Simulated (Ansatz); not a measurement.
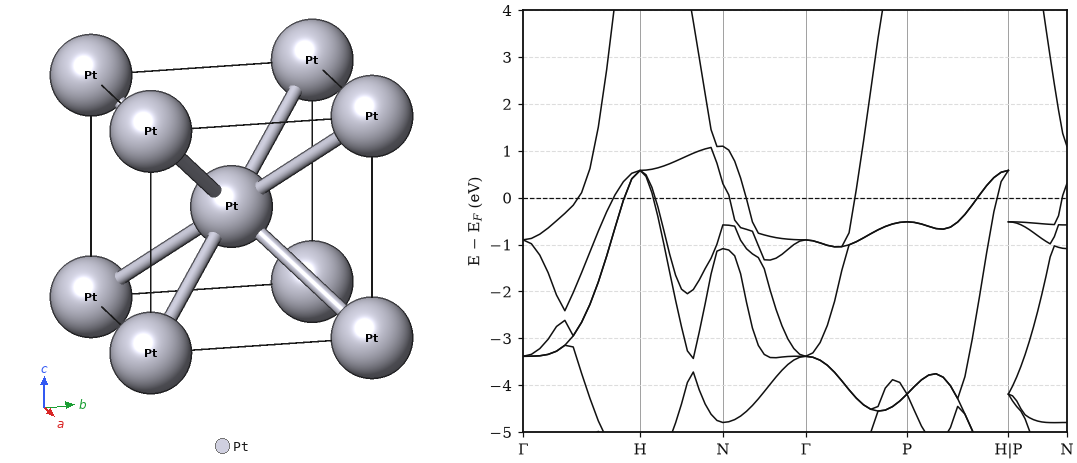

Band structure, beside the structure. Energies are counted from the Fermi level.

The Ansatz input:

```yaml
crystal:
  lattice:
    - [-1.58422, 1.58422, 1.58422]
    - [1.58422, -1.58422, 1.58422]
    - [1.58422, 1.58422, -1.58422]
  atoms:
    - { symbol: Pt, position: [0.0, 0.0, 0.0] }
hamiltonian:
  xc: pbesol
  pseudopotentials: { kind: paw, source: jth, xc_functional: pbe }
kpoints:
  mp_grid: { grid: [12, 12, 12] }
  band_path:
    path:
      - [[0.0, 0.0, 0.0], [0.5, -0.5, 0.5], [0.0, 0.0, 0.5], [0.0, 0.0, 0.0], [0.25, 0.25, 0.25], [0.5, -0.5, 0.5]]
      - [[0.25, 0.25, 0.25], [0.0, 0.0, 0.5]]
    npoints: 14
scf:
  occupations: { method: fermi_dirac, width: 0.05 }
  n_extra_bands: 6
output:
  forces: true
  stress: true
  eigenvalues: true
  fatbands: false
```

System: bcc Pt, space group Im-3m, 1 atom in the primitive cell.

Ansatz 0.2.0; PBEsol, JTH PAW, no spin polarisation, no spin-orbit coupling, 12×12×12 k mesh, 750 eV cutoff, Fermi-Dirac smearing of 0.05 eV.

**Does this material conduct, going by its bands?**

A metal: 4 bands cross the Fermi level along this path.

**On which lines of the path do bands cross the Fermi level?**

Bands cross the Fermi level on every line of the path.

Spin-orbit coupling is left out, which matters for Pt. The PAW data sets were made with another functional. The cell is at −10 GPa in this functional. This isn't the form of Pt at room conditions, which is fcc.
